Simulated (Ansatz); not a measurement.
**Run report: MgO, single-point calculation**

The run: single-point calculation of MgO (2 atoms in the cell). Method and program: DFT, PBE, plane waves, PAW, no spin polarisation (Ansatz 0.2.0).

The structure derives from an entry of the Crystallography Open Database. Some settings of this run were made unusual or wrong on purpose.

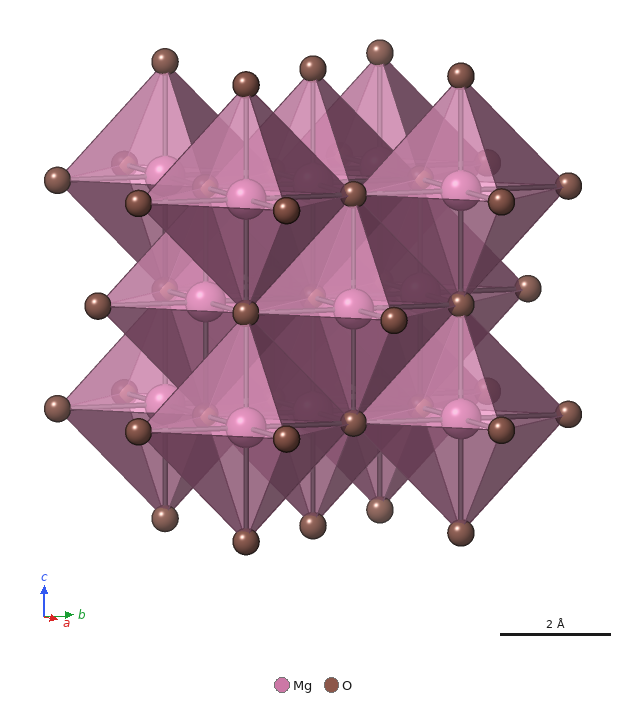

Fig. 1: The structure (polyhedral view of the cell 4 times as large as that of the calculation, set on its symmetry axes, seen slightly off an axis; polyhedra are completed across the faces of the cell).

## The input
```yaml
crystal:
  lattice:
    - [0.0, 2.1064, 2.1064]
    - [2.1064, 0.0, 2.1064]
    - [2.1064, 2.1064, 0.0]
  atoms:
    - { symbol: Mg, position: [0.0, 0.0, 0.0] }
    - { symbol: O, position: [0.5, 0.5, 0.5] }
hamiltonian:
  xc: pbe
  pseudopotentials: { kind: paw }
basis:
  ecutwfc: 420
kpoints:
  mp_grid: { grid: [9, 9, 9] }
scf:
  occupations: { method: fermi_dirac, width: 0.05 }
  lower_state_search: "off"
  n_extra_bands: 2
  max_iter: 100
output:
  forces: true
  stress: true
```

Machine: 2 threads of AMD EPYC (Zen 5), 16 GiB of memory available, shared host.

Command:
```bash
ansatz run input.yaml --threads 2 --pin off --max-ram 5120MiB --backend cpu --events-out ev --progress --plain --runs-dir out
```

## Log
```
scf.n_extra_bands = 2 over 8 filled bands (N_el = 16.0): the run solves 10 bands
Engine: ansatz 0.2.0, x86_64-unknown-linux-gnu
Pseudopotentials: kind: paw
Pseudopotential: Mg, paw, valence charge 10, recommended cutoff 420 eV (normal), Mg.paw.azcp
Pseudopotential: O, paw, valence charge 6, recommended cutoff 420 eV (normal), O.paw.azcp
Functional definition: PBE
  parameter kappa = 0.804
  parameter beta = 0.06672455060314922
  exchange = pbe_x(kappa = kappa, mu = beta*pi^2/3)
  correlation = pbe_c(beta = beta)
Crystal: 2 atoms, lattice volume = 18.692 Å³
Basis set: ecut = 420 eV, 339 PW (Γ), exchange–correlation on 40×40×40 points (8 copies of the dense FFT grid, shifted against one another)
Bands: 10, of which v1, the nominal top of the filled ones, is band 8 counted from 1 (7 counted from 0)
Symmetry: 48 space group operations
Space group: Fm-3m (ITA 225), of the structure as read, at distance tolerance 2.7e-5 Å
k-points: 35 of 729
Non-local potential: Mg, projectors of the file, l = 0: 3, l = 1: 2, l = 2: 1
Non-local potential: O, projectors of the file, l = 0: 2, l = 1: 2, l = 2: 1
PAW form: soft (Blöchl's): semilocal exchange-correlation on the pseudo side does not see the compensation charge
PAW one-centre angular grid: Mg, 110 points (default); XC on 64 Gauss nodes
PAW one-centre angular grid: O, 110 points (default); XC on 64 Gauss nodes
Initial density: superposition of atomic densities (neutral atoms: chi_scale 0, normalization atom), corrected by the library's trained network
Initial wavefunctions: pseudopotential atomic-orbital guess
Functional: x = pbe(κ = 0.804, μ = 0.2195149727645171), c = pbe(β = 0.06672455060314922)
SCF iter   1: F=—  HF=-2494.130893 eV  |F-HF|=—  |Δ(HF+E_count)|=         —  Δρ=5.67e-4  dr2=6.77e-6  ethr=1.77e-3  ⟨swp⟩=5.1  Hψ=2084  notcnv=0
preconditioner: auto → none  [insulator: Δε(μ)=4.737 eV  Ē_g=15.930 eV  σ=0.050 eV  W_gap=1.00  n_scr=8 (ndim 8)  ℏωp=24.3 eV  f_vac=0.000  D(μ)=0.00/eV (n_scr^D=0)  ε∞_Penn≈3.3]
SCF iter   2: F=—  HF=-2494.131235 eV  |F-HF|=—  |Δ(HF+E_count)|=   3.42e-4  Δρ=3.48e-4  dr2=6.54e-6  ethr=4.23e-8  ⟨swp⟩=3.4  Hψ=1130  notcnv=0
SCF iter   3: F=—  HF=-2494.131257 eV  |F-HF|=—  |Δ(HF+E_count)|=   2.22e-5  Δρ=1.91e-4  dr2=1.24e-6  ethr=4.09e-8  ⟨swp⟩=2.1  Hψ=591  notcnv=0
SCF iter   4: F=—  HF=-2494.131272 eV  |F-HF|=—  |Δ(HF+E_count)|=   1.50e-5  Δρ=6.50e-5  dr2=4.59e-7  ethr=7.74e-9  ⟨swp⟩=2.0  Hψ=624  notcnv=0
iter 5 did not close the SCF: its close was put off for the readings that it lacked (scf_convergence_deferred on its scf_iter line)
SCF iter   5: F=-2494.131273 eV  HF=-2494.131273 eV  |F-HF|=3.69e-8  |Δ(HF+E_count)|=   8.44e-7  Δρ=2.00e-5  dr2=3.13e-8  ethr=2.87e-9  ⟨swp⟩=2.0  Hψ=486  notcnv=0
SCF iter   6: F=-2494.131273 eV  HF=-2494.131273 eV  |F-HF|=3.14e-11  |Δ(HF+E_count)|=   1.60e-8  Δρ=1.32e-6  dr2=1.27e-10  ethr=1.96e-10  ⟨swp⟩=2.0  Hψ=1211  notcnv=0
SCF 1 converged in 6 iterations: F = -2494.131273 eV  dr2 = 1.27e-10
  greatest PAW one-centre occupation: 1.000 electrons in one spin orbital (limit 2), on the Mg atom at site 0 (counted from 0), in its partial waves of l = 0
```

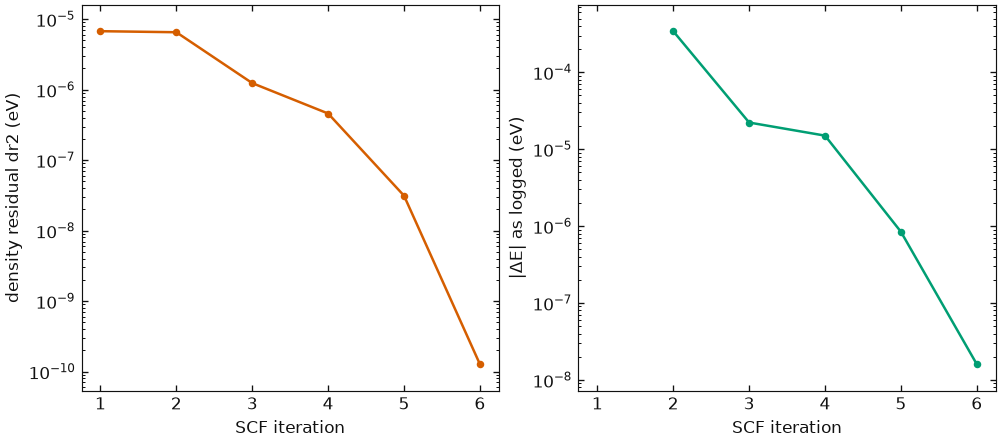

Fig. 2: Convergence of the self-consistent field: density residual dr2 and size of the energy change against the SCF iteration. The residual falls at every step.

```
SCF converged after 6 iterations
Free energy (F): -2494.131273 eV
Harris-Foulkes:  -2494.131273 eV  (|F-HF|=3.14e-11)
Internal energy: -2494.131273 eV  (E = F + TS)
E sigma→0 (E₀):  -2494.131273 eV
Fermi energy:    10.546631 eV
--- Per-component energies (eV) ---
  E_band       = -292.646120
  E_kinetic    = 255.834829
  E_local      = -1602.751247  (includes V_loc(G=0)·N_el)
  E_nonlocal   = 142.814221
  E_hartree    = 554.484883
  E_xc         = -105.287212
  E_vxc        = -134.927612  (∫ρ·V_xc dr)
  E_paw        = -450.088448  (= ΣΔE_a)
  E_vpaw       = -62.588243  (= ΣTr[D̂ρ^β])
  E_aug_tail   = 0.002521  (compensation charges beyond the density's cutoff)
  E_ewald      = -1289.140820
  E_smearing   = -0.000000  (= −TS)
  E_closure    = 0.000000  (closes the sum)
  Σ components = -2494.131273   (vs F -2494.131273, Δ=0.00e0)
--- Forces (eV/Å), atoms counted from 1 ---
  atom   1  Mg    -0.00000000    -0.00000000    -0.00000000
  atom   2  O      0.00000000    -0.00000000     0.00000000
  max |Σ_I F_I| component: 6.82e-30 eV/Å
--- Stress (GPa, compression-positive) ---
        4.592199       0.000000       0.000000
        0.000000       4.592199      -0.000000
        0.000000      -0.000000       4.592199
  P = ⅓ Tr σ = 4.5922 GPa (45.922 kbar)
```

## What the run reported

| quantity | value |
| --- | --- |
| outcome | converged |
| space group (tolerance 0.01 Å) | Fm-3m (225) |
| electrons treated | 16 |
| free energy | −2494.1313 eV |
| Fermi energy | 10.547 eV |
| pressure | 4.59 GPa |
| largest force (length of the vector) | under 0.001 eV/Å |
| peak memory | 0.32 GiB |

## What went wrong

Some settings of this run were drawn to be unusual or wrong. It converged; results that depend on the unusual settings are not reference values.
